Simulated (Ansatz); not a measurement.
# How the conductance of ZrC/GaN/ZrC changes with thickness, part 3 of 6

Wanted: T(E), the conductance and its decay constant for ZrC/GaN/ZrC. Both electrodes are ZrC rock salt(001); the barrier is GaN zinc blende(001) (Ga and Ga faces). In the first transport cell, after relaxation, the nearest pair of electrode and barrier is C–Ga at 2.93 Å, at a slant, at the lower face and C–Ga at 2.44 Å, at a slant, at the upper one. All share a net of side 3.33 Å, which strains the lower electrode by +0.0 % and the barrier by +3.5 %, against typed lattice constants near PBE's. The first steps treat the bulk electrodes alone.

Ansatz 0.2.0; PBE DFT, plane waves, PAW files (the session's first sound run).

So far. Step 3 (Relaxing the interfaces): The largest force component on a free atom ends at 0.038 eV/Å. At one or more of this run's solves the program warned of density in the dipole ramp over its bound, where dipole, forces and levels can be off.

## (4) T(E) of the junction

This step: PBE DFT, plane waves, PAW files; ballistic transmission by layer matching between semi-infinite leads (Ansatz 0.2.0).

System of this step: ZrC/GaN/ZrC. The cell holds 57 atoms: 24 C, 24 Zr, 5 Ga and 4 N. Cell: a = 3.330 Å, b = 3.330 Å, c = 79.099 Å, α = 90.0°, β = 90.0°, γ = 90.0°. Regions: left electrode, 24 atoms (12 C and 12 Zr); barrier, 9 atoms (5 Ga and 4 N); right electrode, 24 atoms (12 C and 12 Zr). Vacuum lies along c.

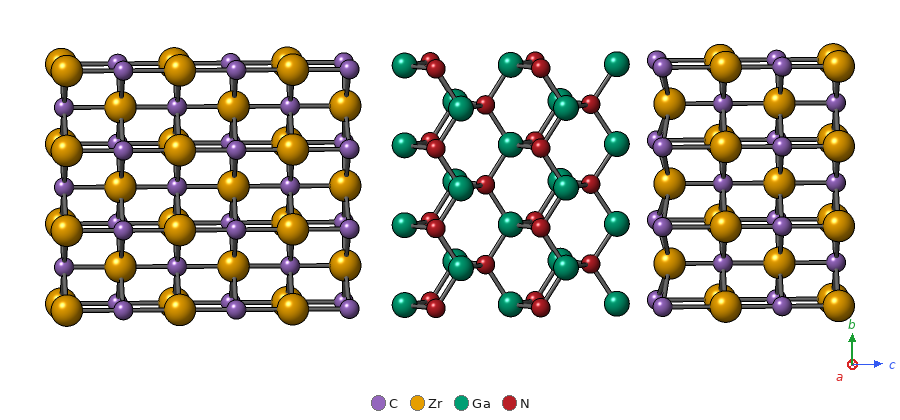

The cell of this step (carbon purple, zirconium orange, gallium teal, nitrogen red). Drawn is a stretch of 32 Å of the 65 Å that the atoms span along c, seen along the normal of the bc plane, with neighbouring cells across it.

The relaxed core is set between ideal electrode layers (this cell holds 9 atomic planes between the electrodes; where that differs from the relaxed slab, whole periods were copied in or cut out without a new relaxation), which the solver continues as semi-infinite leads. A wide energy window on a coarse mesh (10×10) shows where the Fermi level lies against the barrier's bands; the projected density of states shows how far the metals' states reach in.

input.yaml reads:

```yaml
crystal:
  lattice:
    - [3.33, 0.0, 0.0]
    - [0.0, 3.33, 0.0]
    - [0.0, 0.0, 79.0994256115]
  atoms:
    - { symbol: C, position: [0.5, 0.5, 0.0884962178] }
    - { symbol: Zr, position: [0.0, 0.0, 0.0884962178] }
    - { symbol: C, position: [0.0, 0.0, 0.118250492] }
    - { symbol: Zr, position: [0.5, 0.5, 0.118250492] }
    - { symbol: C, position: [0.5, 0.5, 0.1480047662] }
    - { symbol: Zr, position: [0.0, 0.0, 0.1480047662] }
    - { symbol: C, position: [0.0, 0.0, 0.1777590404] }
    - { symbol: Zr, position: [0.5, 0.5, 0.1777590404] }
    - { symbol: C, position: [0.5, 0.5, 0.2075133145] }
    - { symbol: Zr, position: [0.0, 0.0, 0.2075133145] }
    - { symbol: C, position: [0.0, 0.0, 0.2372675887] }
    - { symbol: Zr, position: [0.5, 0.5, 0.2372675887] }
    - { symbol: C, position: [0.5, 0.5, 0.2670218629] }
    - { symbol: Zr, position: [0.0, 0.0, 0.2670218629] }
    - { symbol: C, position: [0.0, 0.0, 0.296776137] }
    - { symbol: Zr, position: [0.5, 0.5, 0.296776137] }
    - { symbol: C, position: [0.5, 0.5, 0.3265304112] }
    - { symbol: Zr, position: [0.0, 0.0, 0.3265304112] }
    - { symbol: C, position: [0.0, 0.0, 0.3562846854] }
    - { symbol: Zr, position: [0.5, 0.5, 0.3562846854] }
    - { symbol: C, position: [0.5, 0.5, 0.3860389596] }
    - { symbol: Zr, position: [0.0, 0.0, 0.3860389596] }
    - { symbol: C, position: [0.0, 0.0, 0.4158388329] }
    - { symbol: Zr, position: [0.5, 0.5, 0.4150531095] }
    - { symbol: Ga, position: [0.5, 0.0, 0.4463600706] }
    - { symbol: "N", position: [0.0, 0.0, 0.4613636229] }
    - { symbol: Ga, position: [0.0, 0.5, 0.4745501527] }
    - { symbol: "N", position: [0.5, 0.5, 0.4889317841] }
    - { symbol: Ga, position: [0.5, 0.0, 0.5022054501] }
    - { symbol: "N", position: [0.0, 0.0, 0.5165694709] }
    - { symbol: Ga, position: [0.0, 0.5, 0.5298705648] }
    - { symbol: "N", position: [0.5, 0.5, 0.5443223266] }
    - { symbol: Ga, position: [0.5, 0.0, 0.558098739] }
    - { symbol: C, position: [0.0, 0.0, 0.58070713] }
    - { symbol: Zr, position: [0.5, 0.5, 0.5859196421] }
    - { symbol: C, position: [0.5, 0.5, 0.6139610404] }
    - { symbol: Zr, position: [0.0, 0.0, 0.6139610404] }
    - { symbol: C, position: [0.0, 0.0, 0.6437153146] }
    - { symbol: Zr, position: [0.5, 0.5, 0.6437153146] }
    - { symbol: C, position: [0.5, 0.5, 0.6734695888] }
    - { symbol: Zr, position: [0.0, 0.0, 0.6734695888] }
    - { symbol: C, position: [0.0, 0.0, 0.703223863] }
    - { symbol: Zr, position: [0.5, 0.5, 0.703223863] }
    - { symbol: C, position: [0.5, 0.5, 0.7329781371] }
    - { symbol: Zr, position: [0.0, 0.0, 0.7329781371] }
    - { symbol: C, position: [0.0, 0.0, 0.7627324113] }
    - { symbol: Zr, position: [0.5, 0.5, 0.7627324113] }
    - { symbol: C, position: [0.5, 0.5, 0.7924866855] }
    - { symbol: Zr, position: [0.0, 0.0, 0.7924866855] }
    - { symbol: C, position: [0.0, 0.0, 0.8222409596] }
    - { symbol: Zr, position: [0.5, 0.5, 0.8222409596] }
    - { symbol: C, position: [0.5, 0.5, 0.8519952338] }
    - { symbol: Zr, position: [0.0, 0.0, 0.8519952338] }
    - { symbol: C, position: [0.0, 0.0, 0.881749508] }
    - { symbol: Zr, position: [0.5, 0.5, 0.881749508] }
    - { symbol: C, position: [0.5, 0.5, 0.9115037822] }
    - { symbol: Zr, position: [0.0, 0.0, 0.9115037822] }
kpoints:
  mp_grid: { grid: [8, 8, 1] }
scf:
  occupations: { method: fermi_dirac, width: 0.1 }
  max_iter: 150
hamiltonian:
  xc: pbe
output:
  transmission:
    kmesh: [10, 10]
    e_range: [-2, 3]
    de: 0.1
    leads: [[10, 12], [45, 47]]
  dos: { projected: true, e_range: [-6, 5], de: 0.05 }
  write_potential: true
  write_density: true
  volumetric_format: npy
  elf: true
```

Started as:

```
$ ansatz run input.yaml --threads 4 --pin off --max-ram 10240MiB --backend cpu --events-out ev --progress --plain --runs-dir out
```

Numbers of over 12 decimals in the logs are rounded to 6 here.

Log:

```text
[...]
Crystal: 57 atoms, lattice volume = 877.126 Å³
Basis set: ecut = 420 eV, 17273 PW (Γ)
Bands: 292, of which v1, the nominal top of the filled ones, is band 235 counted from 1 (234 counted from 0)
Symmetry: 4 space group operations
[...]
k-points: 25 of 64
[...]
SCF iter   1: F=—  HF=-126925.016273 eV  |F-HF|=—  |Δ(HF+E_count)|=         —  Δρ=3.40e-3  dr2=1.23e1  ethr=1.77e-3  ⟨swp⟩=8.8  Hψ=30997  notcnv=0  defer=129
[...]
SCF iter  10: F=-126924.912623 eV  HF=-126924.912623 eV  |F-HF|=1.21e-8  |Δ(HF+E_count)|=   2.28e-8  Δρ=1.14e-6  dr2=2.47e-8  ethr=2.13e-11  ⟨swp⟩=20.5  Hψ=27014  notcnv=0
SCF 1 converged in 10 iterations: F = -126924.912623 eV  dr2 = 2.47e-8
[...]
transmission: 268 of 2664 steps passed
transmission: 534 of 2664 steps passed
[...]
transmission: 2664 of 2664 steps passed
WARN: The output density's exchange-correlation potential varies sharply where the density is thin. Do not read a vacuum level from v_tot or v_xc, or from such a field of the output density. On a cell that repeats whose density bears no net charge and no dipole along the vacuum's axis use v_es (v_loc + v_h of the components); under efield.dipole_correction with no amplitude use v_es + v_field, which holds any externa [...]
SCF converged after 10 iterations
Free energy (F): -126924.912623 eV
[...]
Internal energy: -126924.605353 eV  (E = F + TS)
E sigma→0 (E₀):  -126924.758988 eV
Entropy (-TS):   -0.307270 eV (-5.391 meV/atom)
Fermi energy:    11.397088 eV
[...]
--- Band table (eV; the first three rows and the last of 25) ---
  k-point 0: bands = [... 231 lower, 11.4179, 11.4375, 11.4380, 11.4828, 11.4931, 11.5147, 11.5174, 11.5645, ... 53 higher]
  k-point 1: bands = [... 231 lower, 11.2753, 11.3134, 11.3136, 11.5041, 11.6229, 11.7646, 11.7843, 11.7999, ... 53 higher]
  k-point 2: bands = [... 231 lower, 10.3020, 10.3081, 11.2753, 11.6260, 12.4919, 12.8669, 12.8826, 12.8949, ... 53 higher]
  k-point 24: bands = [... 231 lower, 11.1519, 11.1522, 11.1999, 11.2949, 11.3337, 11.5659, 11.5694, 11.6215, ... 53 higher]
--- Transmission ---
  basis      : 97 plane waves across, 74 finite elements along
  points     : 36, standing for a mesh of 10 x 10
  energies   : 51 from -2.000000 to 3.000000 eV about the Fermi level, 0.100000 eV apart; the leads are filled to 0.000000 eV, and channels, transmission and decay are at 0.000000 eV
  crystal 0  : C1Zr1, at the sites [10, 12], period 2.3535 Å, over 25.89 Å; its Hamiltonian steps by up to 6.3 meV
    offset         : up to 0.0000 Å between an atom of the period and one for which it stands
    channels       : 3.600000e-1 a spin
    conductance    : none, the energies end too early or step too widely for 300 K: set another output.transmission.e_range or a lower de, or, where they end at an eighth of basis.ecutwfc, a higher one
    slowest decay  : 0.0778 /Å at (0.4000, 0.5000)
[...]
channels       : 3.600000e-1 a spin
[...]
slowest decay  : 0.0787 /Å at (0.5000, 0.4000)
  junction   : crystal 0 to crystal 1, 19.25 to 58.46 Å
    transmission   : 1.225859e-2 a spin
[...]
```

Elapsed: 16 min, on 4 threads of Arm Neoverse V1, shared host; peak memory 9.1 GiB; 62 min of CPU time.

This step gave:

- free energy: -126924.9126 eV
- Fermi energy: 11.40 eV
- level to which the leads are filled: 0 eV from the Fermi level
- transmission at the Fermi level (a spin, zone mean): 0.01226
- channels of the lower lead: 0.36
- channels of the upper lead: 0.36
- potential step in the lower lead: 6.3 meV
- potential step in the upper lead: 5.7 meV

One spin. Table of transmission, zone mean by energy, zero at the Fermi level:

```
energy (eV)  transmission, zone mean
    -2.0000                   0.0577
    -1.9000                   0.0610
    -1.8000                   0.0379
    -1.5000                  0.00922
    -1.3000                  0.00456
    -1.0000                  0.00230
    -0.8000                  0.00263
    -0.5000                  0.00539
    -0.3000                   0.0136
     0.0000                   0.0123
     0.2000                  0.00421
     0.3000                   0.0358
     0.5000                  0.00817
     0.7000                  0.00104
     1.0000                  0.00102
     1.2000                  0.00153
     1.5000                   0.0258
     1.7000                   0.0230
     2.0000                   0.0264
     2.2000                   0.0841
     2.5000                   0.0935
     2.7000                   0.0913
     2.8000                    0.104
     3.0000                   0.0672
```

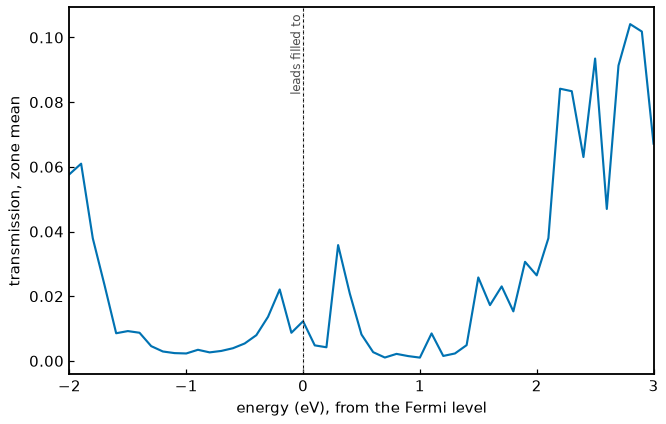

Transmission, zone mean, plotted against energy.

One spin. Table of open channels, zone mean by energy, zero at the Fermi level:

```
energy (eV)  lower lead  upper lead
      -2.00        2.05        2.13
      -1.70         1.8         1.8
      -1.40        1.44        1.44
      -1.10        1.16        1.16
      -0.80         0.8         0.8
      -0.50        0.68         0.6
      -0.20        0.36        0.36
       0.00        0.36        0.36
       0.10        0.34        0.34
       0.40        0.46        0.46
       0.60        0.46        0.46
       0.90        0.82        0.82
       1.20        0.96        0.84
       1.50        0.92           1
       1.80        1.24        1.24
       2.10        1.12        1.28
       2.40        1.48        1.32
       2.70        1.76        1.76
       3.00        1.74        1.74
```

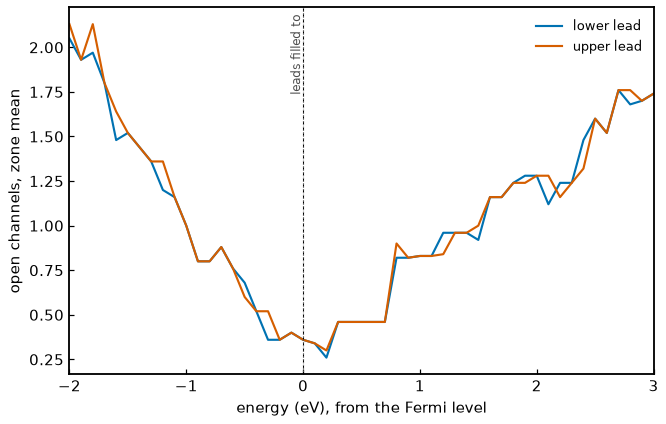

Open channels, zone mean, plotted against energy.

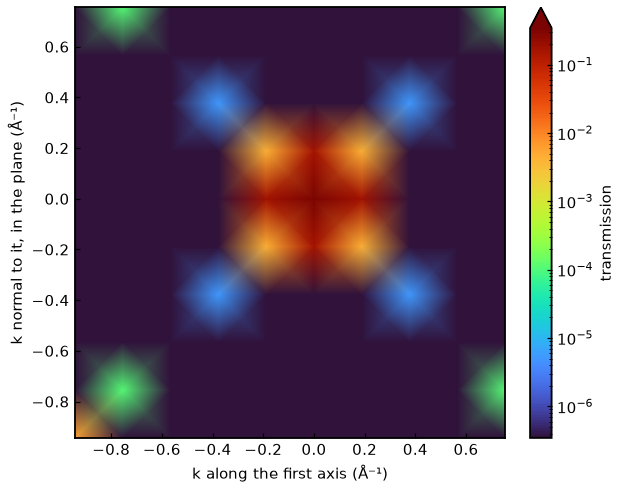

Transmission over k1 and k2. At 0.0000 eV from the Fermi level; zeros and values more than six decades under the largest are shown at that floor.

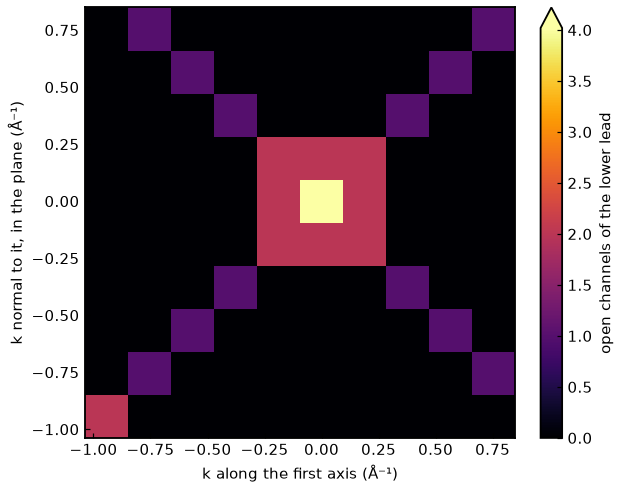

Open channels of the lower lead over k1 and k2. At 0.0000 eV from the Fermi level.

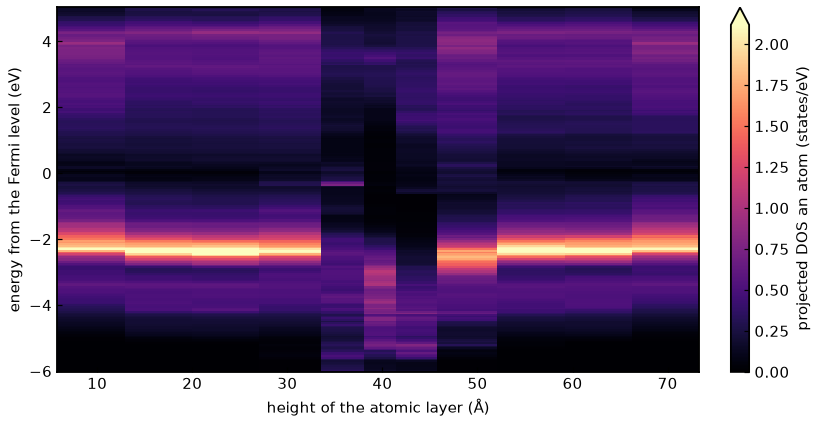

Projected DOS an atom over height of the atomic layer and energy from the Fermi level. Layers: ZrC ZrC ZrC ZrC ZrC ZrC ZrC ZrC ZrC ZrC ZrC ZrC Ga N Ga N Ga N Ga N Ga ZrC ZrC ZrC ZrC ZrC ZrC ZrC ZrC ZrC ZrC ZrC ZrC; projections on atoms miss part of the total, and the computed bands can run out at the top of the range; a column is the mean of 3 neighbouring layers, the last of those left over.

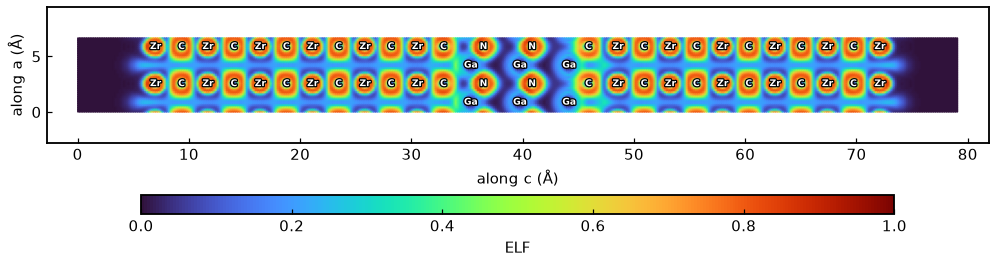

ELF in the ca plane at fractional y = 0.000, with atoms of Zr and C and Ga and N within 0.2 Å of it. It is the smooth field of the valence electrons, not physical close to the nuclei. The map starts off the cell's origin, so that atoms lie inside it.

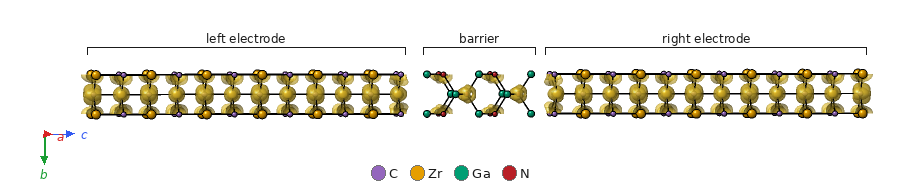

Surface of ELF = 0.78.

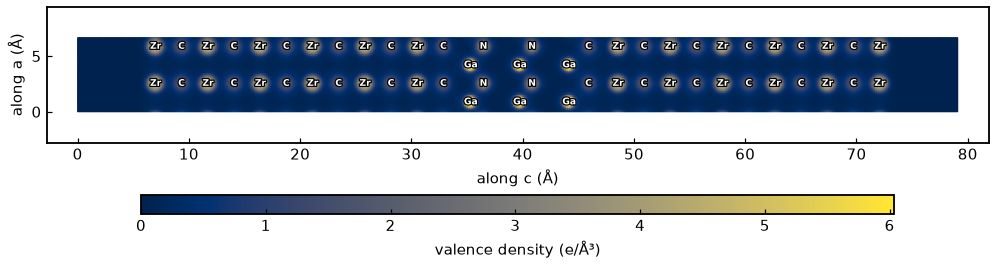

Valence density in the ca plane at fractional y = 0.000, with atoms of Zr and C and Ga and N within 0.2 Å of it. It is the smooth field of the valence electrons, not physical close to the nuclei. The map starts off the cell's origin, so that atoms lie inside it.

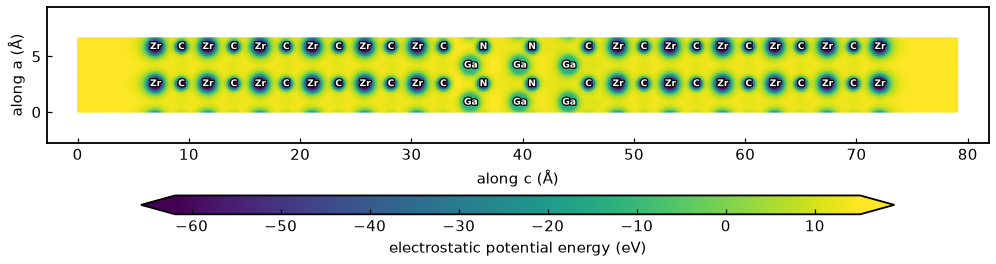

Electrostatic potential energy in the ca plane at fractional y = 0.000, with atoms of Zr and C and Ga and N within 0.2 Å of it. With pseudopotentials it is smooth inside the atoms' cores, unlike the true potential. The map starts off the cell's origin, so that atoms lie inside it.

At the Fermi level the transmission is 0.012, as a zone mean for one spin on this coarse mesh. At the Fermi level the layers of this cell's barrier hold from 0.011 to 0.27 states an eV and atom. In the worse lead the potential repeats within 6.3 meV, which the program lets pass.

(Continued in part 4 of 6.)

[Logs are printed without paths, hosts, clocks, repeated set-up lines and the standing remarks that a program may print on its own settings, such as how far it seeks lower states.]

[Hosts, paths, dates, database ids (printed as entryN), source tags and the programs' standing remarks are cut or masked in the printed files.]
